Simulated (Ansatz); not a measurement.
```xyz
8
Lattice="5.6578 0.0000 0.0000 0.0000 5.6578 0.0000 0.0000 0.0000 5.6578" Properties=species:S:1:pos:R:3 pbc="T T T"
Ge    2.8289    0.0000    0.0000
Ge    0.0000    2.8289    0.0000
Ge    0.0000    0.0000    2.8289
Ge    2.8289    2.8289    2.8289
Ge    4.2434    1.4145    1.4145
Ge    1.4145    4.2434    1.4145
Ge    1.4145    1.4145    4.2434
Ge    4.2434    4.2434    4.2434
```

Space group Fd-3m.

Method: DFT PBEsol, scalar-relativistic, plane waves, PAW in Ansatz 0.2.0.

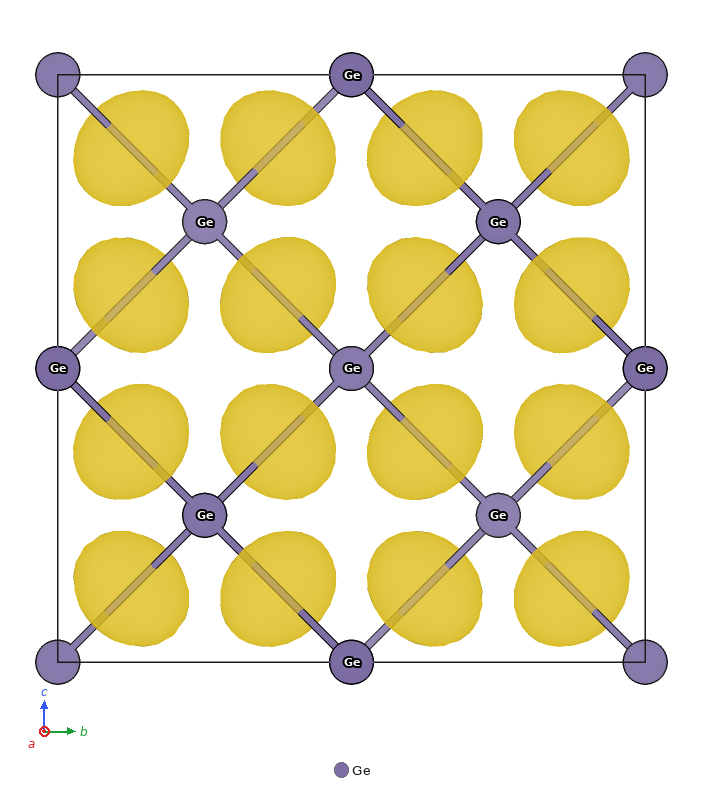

Ge. Bonding charge density, ρ(crystal) − Σ ρ(neutral atoms): yellow surfaces at +0.06, none at −0.06 e/Å³, in the conventional cell seen along the a axis (the regions close to the nuclei are left out). Cores are masked to 0.8 Å (Ge).

In a PAW calculation such maps are meaningful between the atoms, not at the nuclei.

Where does charge go when the atoms form this crystal?

Ge–Ge (2.45 Å): Δρ is +0.14 e/Å³ at the midpoint, where it peaks: a build-up of bond charge. Over the whole cell, outside the masked cores, the largest gain, 0.14 e/Å³, lies 1.2 Å from a germanium nucleus, and the largest loss lies at the edge of the masked core of Ge. The rearranged charge, half the integral of |Δρ|, is about 0.25 e an atom.

Run time: 11 s on 2 threads of AMD EPYC 7R43 64-Core Processor (Zen 3), on a shared host, peak memory 0.39 GiB.
